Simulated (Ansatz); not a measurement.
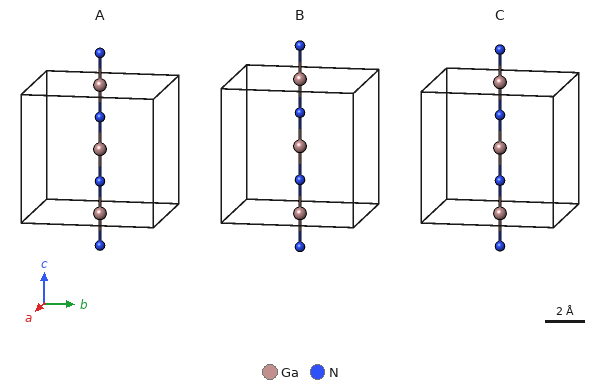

3 geometries from one relaxation of a wire of composition GaN, in shuffled order. The picture is a ball-and-stick view of the 2 repeat of the cell, with the vacuum cut short, seen slightly off an axis.

Case: linear chain of atoms.

Level of theory: Ansatz, DFT PBE, scalar-relativistic, plane waves, PAW. Settings: plane-wave cutoff 420 eV; k-point mesh 1 × 1 × 18; occupations gaussian; smearing width 0.05 eV; collinear spin; cell relaxed at fixed a, b, alpha, beta, gamma; force threshold 0.01 eV/Å; at most 45 steps.

Question: Put them in the order of the run, from the start to the converged end.

Answer: B, C, A. They are steps 0, 1, 4, at +0.190 eV per cell of the calculation, +42.9 meV per cell of the calculation relative to the last. No atom moves by more than 0.005 Å relative to the layer's centre. Along the periodic axis the drawn cell goes c 7.090 → 6.781 Å (−4.4 %). Some distances before and after: Ga–N 1.773 → 1.695 Å. After 3 accepted moves (4 points after the start) the energy has fallen by 0.190 eV per cell of the calculation. All forces vanish by symmetry, so only the cell relaxes. The SCF was repeated once at an unchanged geometry on a basis and grid sized afresh for the cell, which shifted the energy by 1.7 meV per cell of the calculation at most. The program noted that the starting moments weren't kept.
